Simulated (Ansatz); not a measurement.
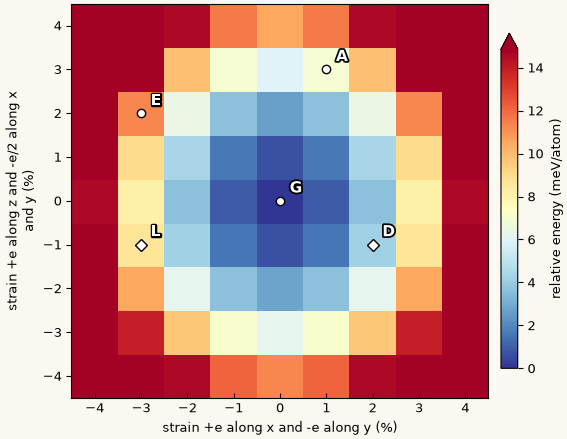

SrCl₂ (Fm-3m, No. 225; 3 atoms in the cell). 
- The energy is mapped over two homogeneous strains (x, y and z along the cube axes).
- The first coordinate is: strain +e along x and -e along y; the second: strain +e along z and -e/2 along x and y.
- Nothing is relaxed (symmetry fixes all fractional coordinates).
- Grid: 9 × 9 points; 39 points were computed and 42 follow by symmetry.
- Points are written as (first, second).
- Energies are in meV/atom, from the lowest grid point.
- The calculation used DFT PBE, scalar-relativistic, plane waves, PAW (Ansatz 0.2.0). Settings: cutoff 420 eV, k-mesh 6×6×6, gaussian smearing 0.05 eV, no spin polarisation.

Drawn: one coloured cell a grid point, one colour for all values above the top of the scale, lettered points.

**Is E the lowest point of the computed grid?**

No. E lies 11.3 meV/atom above the lowest grid point, which is at (0 %, 0 %).

**What kind of point is each of A, D, E, G, L: minimum, saddle, maximum or slope?**

A: on a slope; D: on a slope; E: on a slope; G: minimum; L: on a slope. (In these two coordinates alone; a stationary point may lie a little off the grid point.)
